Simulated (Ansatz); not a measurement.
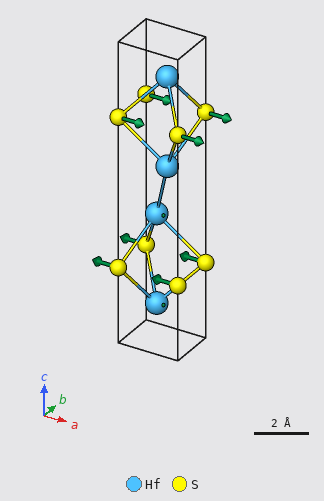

Lattice vibrations of crystalline Hf₂S, space group P6₃/mmc (No. 194), at the zone centre. The optical levels lie at 73 (×2), 84 (×2), 112 (×2), 118, 134, 153, 271 (×2), 278 (×2), 330, 330 cm⁻¹. One mode is drawn. Displacements are drawn as green arrows; their common scale and sign are arbitrary. The picture is a ball-and-stick view of the cell of the calculation, seen slightly off an axis.

All numbers below come from DFT LDA, scalar-relativistic, plane waves, PAW (Ansatz). Settings: plane-wave cutoff 420 eV; k-point mesh 12 × 12 × 4; occupations fermi dirac; smearing width 0.15 eV; no spin polarisation.

The frequencies depend somewhat on the k-mesh and the smearing.

To which level does it belong?

The level at 271 cm⁻¹. This is the E₂g mode (doubly degenerate; one member of the set is drawn), optical level 7 of 10, counted from below, Raman-active by symmetry. All motion is along a; atoms of one kind move against one another, with no net shift of any sublattice; the kinetic energy is shared as S 92 %, Hf 8 %.
